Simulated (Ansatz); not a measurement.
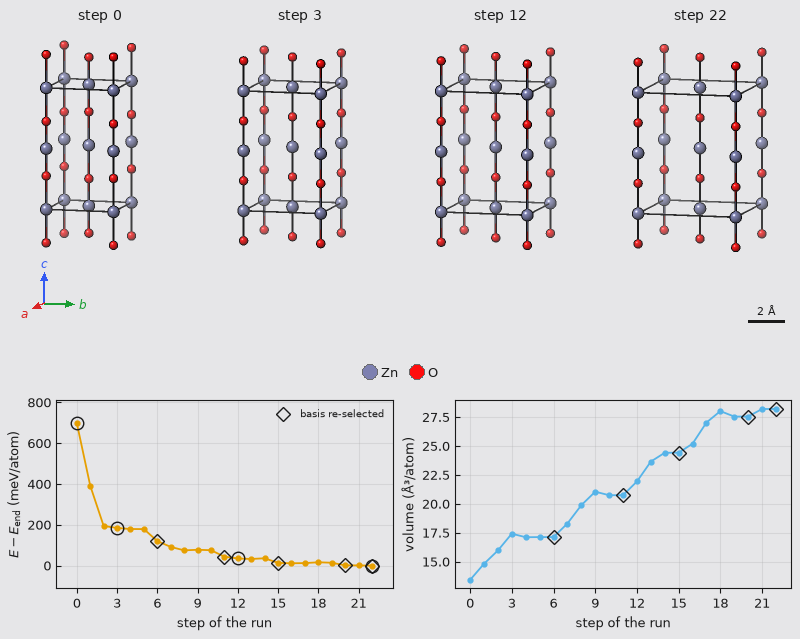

Frames of a relaxation of solid ZnO (a generated structure, set up in I4/mmm) (coarse preliminary run), marked on the history of the run. The picture is a ball-and-stick view of the conventional cell (2 times the calculation's cell), seen slightly off an axis. Lengths and directions refer to the drawn axes.

Theory: Ansatz, DFT PBE, scalar-relativistic, plane waves, PAW.

The input:
```yaml
crystal:
  lattice:
    - [-1.96874192, 1.96874192, 3.46549398]
    - [1.96874192, -1.96874192, 3.46549398]
    - [1.96874192, 1.96874192, -3.46549398]
  atoms:
    - { symbol: Zn, position: [0.0, 0.0, 0.0] }
    - { symbol: Zn, position: [0.5, 0.5, 0.0] }
    - { symbol: O, position: [0.27551391, 0.27551391, 0.0] }
    - { symbol: O, position: [0.72448609, 0.72448609, 0.0] }
basis:
  ecutwfc: 420
kpoints:
  mp_grid: { grid: [6, 6, 6] }
hamiltonian:
  xc: pbe
scf:
  occupations: { method: gaussian, width: 0.1 }
  lower_state_search: "off"
output:
  forces: true
  stress: true
  eigenvalues: true
relax:
  adjacent_minimum: "off"
  f_tol: 0.04
  max_steps: 70
  cell: { stress_tol: 0.4 }
```

Launched with:
```bash
ansatz run input.yaml --threads 1 --pin off --max-ram 2560MiB --backend cpu --events-out ev --progress --plain --runs-dir out
```

> Describe the path.

Over 17 accepted moves (22 points after the start) the energy falls by 698 meV per atom. The largest force component goes from 8.5 to under 0.0001 eV/Å. The pressure goes from 24.02 to 0.31 GPa. The SCF was repeated 5 times at an unchanged geometry on a basis and grid sized afresh for the cell, which shifted the energy by 58.8 meV per atom at most. The largest moves relative to the cell, 0.18 Å, are those of O3 and O4. O4 goes along +c. Zn stays in place. The volume changes by +110.0 %, with a = b 3.937 → 5.716 Å (+45.2 %), c 6.931 → 6.908 Å (−0.3 %). Among the contacts that change: Zn1–O3 1.910 → 1.727 Å, Zn2–O3 1.556 → 1.727 Å. The space group (tolerance 0.01 Å) goes from I4/mmm (No. 139) to P4/mmm (No. 123). From step 0 to 3: O atoms move most (0.17 Å), volume +29.8 %, energy −513 meV per atom. From step 3 to 12: volume +25.9 %, energy −150 meV per atom. From step 12 to 22: volume +28.6 %, energy −35.2 meV per atom.
